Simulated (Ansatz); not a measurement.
This input was run:

```yaml
crystal:
  lattice:
    - [-2.06590889, 2.06590889, 4.08913398]
    - [2.06590889, -2.06590889, 4.08913398]
    - [2.06590889, 2.06590889, -4.08913398]
  atoms:
    - { symbol: Ti, position: [0.75, 0.25, 0.5] }
    - { symbol: Ti, position: [0.5, 0.5, 0.0] }
    - { symbol: Ti, position: [0.25, 0.75, 0.5] }
    - { symbol: O, position: [0.75588486, 0.75588486, 0.0] }
    - { symbol: O, position: [0.5, 0.0, 0.5] }
    - { symbol: O, position: [0.24411514, 0.24411514, 0.0] }
    - { symbol: O, position: [0.0, 0.5, 0.5] }
hamiltonian:
  xc: pbesol
  pseudopotentials: { kind: paw }
kpoints:
  mp_grid: { grid: [9, 9, 9] }
  band_path:
    path:
      - [[0.0, 0.0, 0.0], [0.0, 0.0, 0.5], [-0.1276232067, 0.1276232067, 0.5], [-0.3138116033, 0.3138116033, 0.3138116033], [0.0, 0.0, 0.0], [0.5, 0.5, -0.5], [0.3138116033, 0.6861883967, -0.3138116033], [0.0, 0.5, 0.0], [0.25, 0.25, 0.25], [0.5, 0.5, -0.1276232067], [0.5, 0.5, -0.5]]
      - [[0.0, 0.0, 0.5], [0.25, 0.25, 0.25]]
    npoints: 10
scf:
  occupations: { method: fermi_dirac, width: 0.05 }
  n_extra_bands: 17
output:
  forces: true
  stress: true
  eigenvalues: true
  fatbands: true
```

System: Ti₃O₄, space group I4/mmm, 7 atoms in the primitive cell.

Computed with Ansatz 0.2.0: PBEsol, Ansatz PAW, no spin polarisation, no spin-orbit coupling, 9×9×9 k mesh, 420 eV cutoff, Fermi-Dirac smearing of 0.05 eV.

What will the band structure look like? The path is Γ–X–Y–Σ–Γ–Z–Σ1–N–P–Y1–Z|X–P.

A metal: 4 bands cross the Fermi level along this path. Bands cross the Fermi level on Γ–X, X–Y, Y–Σ, Σ–Γ, Γ–Z, Z–Σ1, Σ1–N, N–P, P–Y1 and Y1–Z, and not on X–P. At Γ the nearest levels lie 0.66 eV below and 0.36 eV above the Fermi level.

Semilocal functionals often make such compounds metallic where correlation or magnetic order opens a gap, which also shifts bond lengths. The PAW data sets were made with another functional. The cell is at −6 GPa in this functional. The cell comes from a database of computed structures, and whether it is the stable form of this composition wasn't checked. Bands are joined in order of energy, so crossings between the computed points show as kinks or gaps. In reduced coordinates of the cell that was run, X is (0, 0, 0.5), Y is (−0.128, 0.128, 0.5), Σ is (−0.314, 0.314, 0.314), Z is (0.5, 0.5, −0.5), Σ1 is (0.314, 0.686, −0.314), N is (0, 0.5, 0), P is (0.25, 0.25, 0.25) and Y1 is (0.5, 0.5, −0.128).

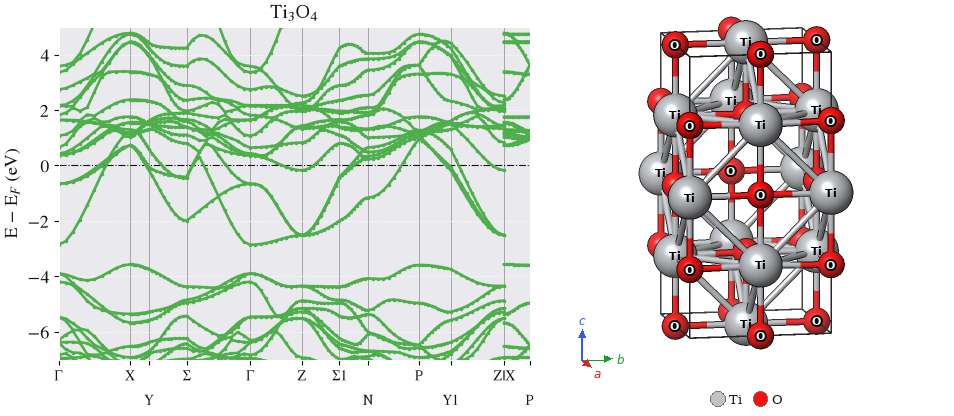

Band structure, beside the structure. Energies are counted from the Fermi level.
